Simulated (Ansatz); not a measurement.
Given this structure, coordinates from a relaxation with Ansatz 0.2.0, DFT, LDA (PW92), plane waves (420 eV) with PAW, scalar-relativistic; the starting structure was generated, so it need not be a known form of this composition, written in its standard cell:

```xyz
2
Lattice="2.4861 0.0000 0.0000 -1.2431 2.1530 0.0000 0.0000 0.0000 4.0730" Properties=species:S:1:pos:R:3 pbc="T T T"
Cu    0.0000    1.4354    1.0183
Cu    1.2431    0.7177    3.0548
```

Question: Predict the [201] zone-axis pattern (300 kV, kinematic, B = 0.5 Å²).

Answer: The spots form a centred rectangular net whose two shortest vectors correspond to d = 2.15 Å and 1.48 Å, 69.9° apart. They are 0 1 0 and 1 0 -2. The pattern has symmetry 2mm. No reflection of this zone is absent.

Strongest reflections with d > 0.80 Å, one of each family (|F|² from tabulated Gaussian fits of the electron scattering factors, times a small damping for the curvature of the Ewald sphere):

```json
{"hkl": "0 1 0", "d (Å)": "2.153", "I (strongest = 100)": "100"}
{"hkl": "1 1 -2", "d (Å)": "1.061", "I (strongest = 100)": "95"}
{"hkl": "1 0 -2", "d (Å)": "1.480", "I (strongest = 100)": "52"}
{"hkl": "0 2 0", "d (Å)": "1.077", "I (strongest = 100)": "25"}
```

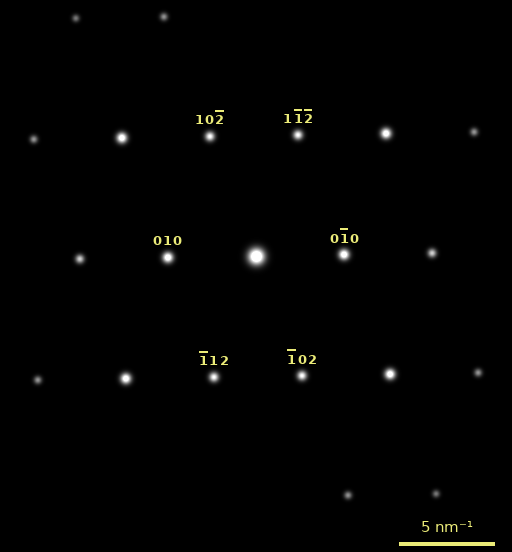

Calculated pattern, seen from the source side with [201] pointing towards the source.
